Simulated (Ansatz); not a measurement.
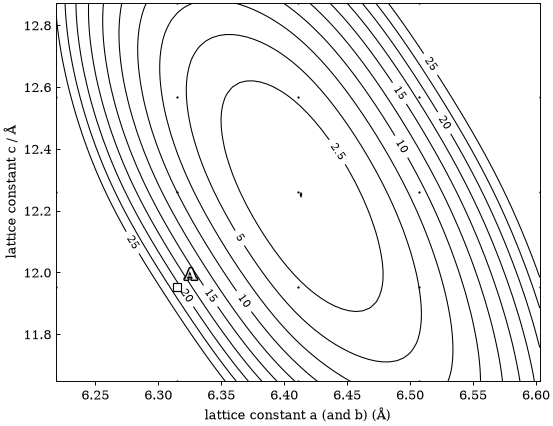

SnO2 (R-3m, No. 166; 12 atoms in the cell). The energy is mapped over the lattice constants a and c of the conventional cell. First axis: lattice constant a (and b). Second axis: lattice constant c. Nothing is relaxed (fractional coordinates fixed). Grid: 5 × 5 points. Points are written as (first, second). Energies are in meV/atom, from the lowest grid point. Method: DFT LDA, scalar-relativistic, plane waves, PAW in Ansatz 0.2.0. Settings: cutoff 520 eV, k-mesh 6×6×6, gaussian smearing 0.05 eV, no spin polarisation.

In the figure: contour lines labelled in meV/atom (none above 25), dots at the grid points, the point A. Between grid points the surface is interpolated.

Question: Is A at rest? If not, where is it pushed?

Answer: A, at (6.315 Å, 11.954 Å), is not a stationary point. The computed force is 300 meV/atom for each Å towards larger values of lattice constant a (and b) and 46 meV/atom for each Å towards larger values of lattice constant c.

PAW datasets: the set soft_1.
